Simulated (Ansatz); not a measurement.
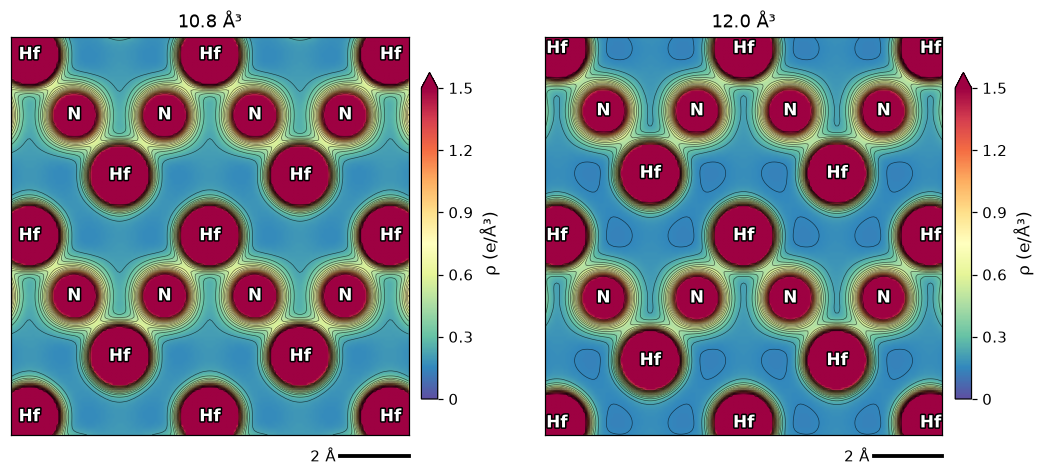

HfN. The valence pseudo-density of cells scaled evenly to different volumes (given per atom above each panel), on the (110) plane of each (indices in the axes of the cell below), at one length scale and on one colour scale.

A structure from a database of computed crystals, not necessarily the ambient phase.

All numbers below come from Ansatz, Kohn-Sham DFT of a periodic cell, PBE, Ansatz PAW.

In a PAW calculation such maps are meaningful between the atoms, not at the nuclei.

The largest cell:

```yaml
crystal:
  lattice:
    - [3.17515, 0.00000, 0.00000]
    - [-1.58757, 2.74976, 0.00000]
    - [0.00000, 0.00000, 5.48805]
  atoms:
    - { symbol: Hf, position: [0.33333, 0.66667, 0.25000] }
    - { symbol: Hf, position: [0.66667, 0.33333, 0.75000] }
    - { symbol: N, position: [0.00000, 0.00000, 0.50000] }
    - { symbol: N, position: [0.00000, 0.00000, 0.00000] }
```

| volume (Å³/atom) | Hf–N contact in the plane (Å) | ρ at its midpoint (e/Å³) | pressure (GPa) | 
| --- | --- | --- | --- |
| 10.83 | 2.214 | 0.584 | 25.9 | 
| 11.29 | 2.245 | ? | ? | 
| 11.98 | 2.290 | 0.489 | −4.2 | 

Question: Estimate the missing row, and compare with the calculation.

Answer: Over the known rows ln ρ falls by 2.34 per Å of Hf–N distance (the line through the two), which gives 0.543 e/Å³ at 2.245 Å; the calculation gives 0.542 e/Å³. For the pressure, a straight line in volume between the neighbouring rows gives 13.9 GPa; the calculation gives 12.0, lower because pressure rises ever faster on compression.
